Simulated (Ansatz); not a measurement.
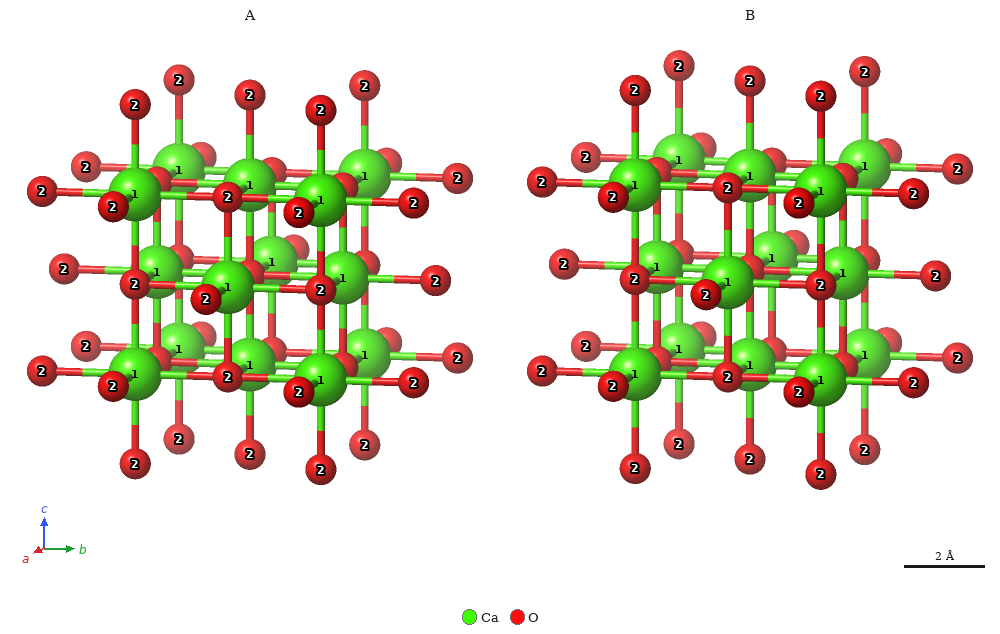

Two geometries of a crystal of CaO (built on the rocksalt type) at its r2SCAN-relaxed geometry: one is the relaxed structure, the other was perturbed away from it. A ball-and-stick model of the conventional cell (4 times the calculation's cell), seen slightly off an axis. Lengths and directions refer to the drawn axes.

These are results of Ansatz, DFT, r2SCAN, plane waves, PAW, not measurements. (plane-wave cutoff 500 eV; k-point mesh 10 × 10 × 10; occupations fixed; no spin polarisation)

### Which one is perturbed?

Structure A is the perturbed one. The cell is strained by −5.0 % along c and none across it (volume −5.0 %). The atoms were relaxed with r2SCAN under that strain, and this is a single point on that geometry. Energy change: +30.8 meV per atom. The pressure goes from 0.0 to 7.5 GPa. The principal stresses (compression positive) are 15.9 GPa along c and 3.3 GPa across it. All forces vanish by symmetry. The band gap: 4.20 eV before, 3.94 eV after. Some distances before and after: Ca–O 2.398 → 2.278 to 2.398 Å. The space group (tolerance 0.01 Å) goes from Fm-3m (No. 225) to I4/mmm (No. 139).
